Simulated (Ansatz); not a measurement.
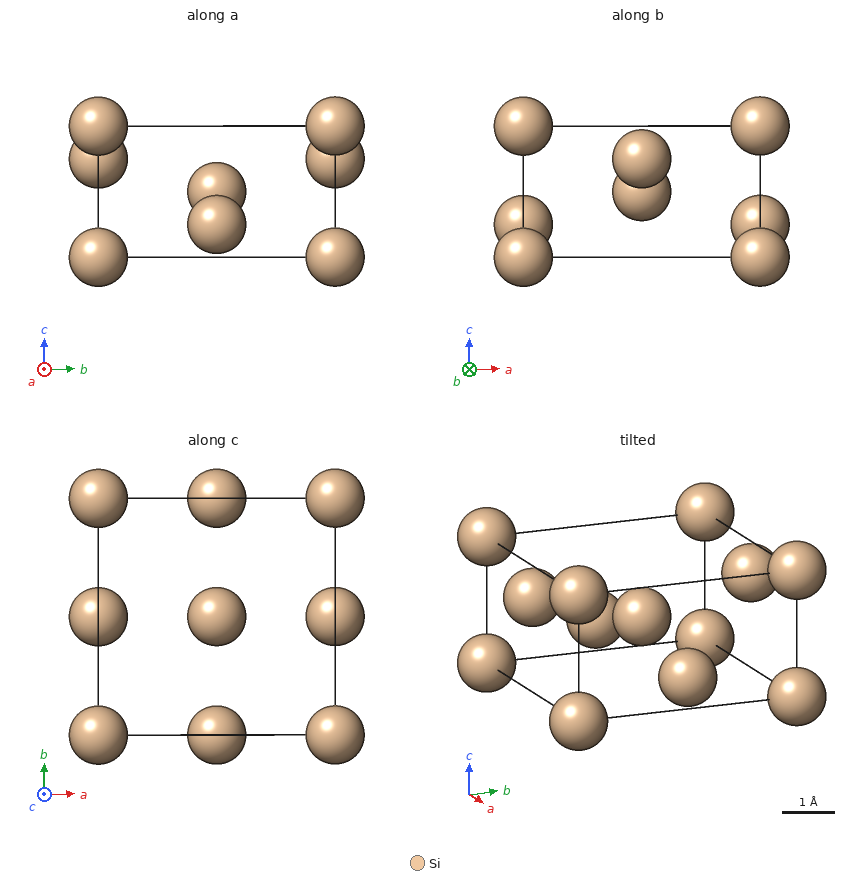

Drawn in the spheres-only manner and seen along the a axis, along the b axis, along the c axis and slightly off an axis. The edges of the drawn cell (a repeat of the simulation cell) are marked.

Lattice parameters: a = 4.625 Å, b = 4.625 Å, c = 2.562 Å, α = 89.95°, β = 89.95°, γ = 89.94°. Put a along x and b in the xy plane.

Q: Give the structure in the form of a POSCAR file.

A:
```
Si
1.0
     4.625    0.000    0.000
     0.005    4.625    0.000
     0.002    0.002    2.562
Si
4
Direct
  0.0000 0.0000 0.0000
  0.0000 0.5000 0.2500
  0.5000 0.0000 0.7500
  0.5000 0.5000 0.5000
```

It goes back to a structure type filled with this element by a generator (whether the element takes this form wasn't checked). Earlier steps of the study may have refined or changed the cell and positions. It was run through Ansatz as a DFT input.

At this level of theory the cell isn't at rest (compressed, at 18 GPa), so its distances can differ from those at equilibrium, the more so the softer the solid.
